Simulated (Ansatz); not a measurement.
In doubt: masses and optical values from hybrid runs of this build are listed as unsure (in some of the runs), which bears on the screening that GW takes from such a start.

Two G0W0 runs on GaP (F-43m).

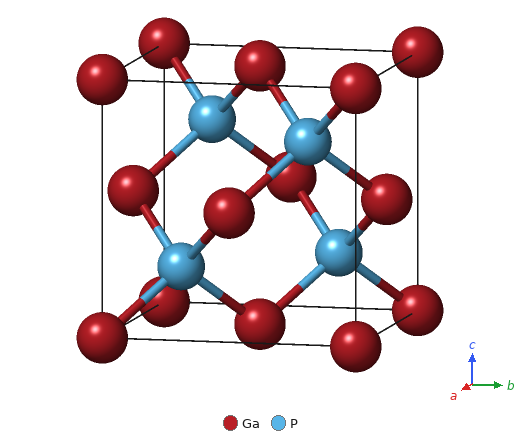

The structure (gallium red, phosphorus blue). Bonds to atoms that aren't drawn are left out. Some periodic images of atoms are drawn too.

```xyz
2
Lattice="0.0000 2.7252 2.7252 2.7252 0.0000 2.7252 2.7252 2.7252 0.0000" Properties=species:S:1:pos:R:3 pbc="T T T"
Ga    0.0000    0.0000    0.0000
P     1.3626    1.3626    1.3626
```

The cell and positions come from the Crystallography Open Database and are kept as given unless a step says otherwise.

The first (Ansatz 0.2.0; start PBE, 8×8×8 mesh, 363 empty bands, screening to 250 eV, hard PAW files; 1 × NVIDIA H100 80GB HBM3 (shared by 6 runs) with 3 threads of AMD EPYC 7R13 (Zen 3), shared host) gave, on its mesh: starting gap 1.64 eV, G0W0 gap 2.21 eV, RPA ε∞ (mean) 10.54, 2.2 min.

The second changes start from PBE to HSE06. What does it give?

It gave: starting gap 2.29 eV, G0W0 gap 2.51 eV, RPA ε∞ (mean) 7.77, 4.3 min. The G0W0 gap moves by +0.30 eV, +0.64 eV from the start and −0.35 eV from the correction. Σc changes by −0.04 eV at the valence top and +0.09 eV at the conduction bottom, and Σx − Vxc between them by −0.47 eV.

Limits: not at the basis limit; no spin-orbit coupling.

[Paths, hosts, dates, memory and timing lines, banners, echoed tables and standing remarks are left out of the program output.]

[Logs are printed without paths, hosts, clocks, repeated set-up lines and the standing remarks that a program may print on its own settings, such as how far it seeks lower states.]

[Runs of the session that timed out or met a known fault of the program may be left out.]

[Cells called generated may have been cut or substituted from an entry of the Crystallography Open Database or the Materials Project.]

[Hosts, paths, dates, database ids (printed as entryN), source tags and the programs' standing remarks are cut or masked in the printed files.]
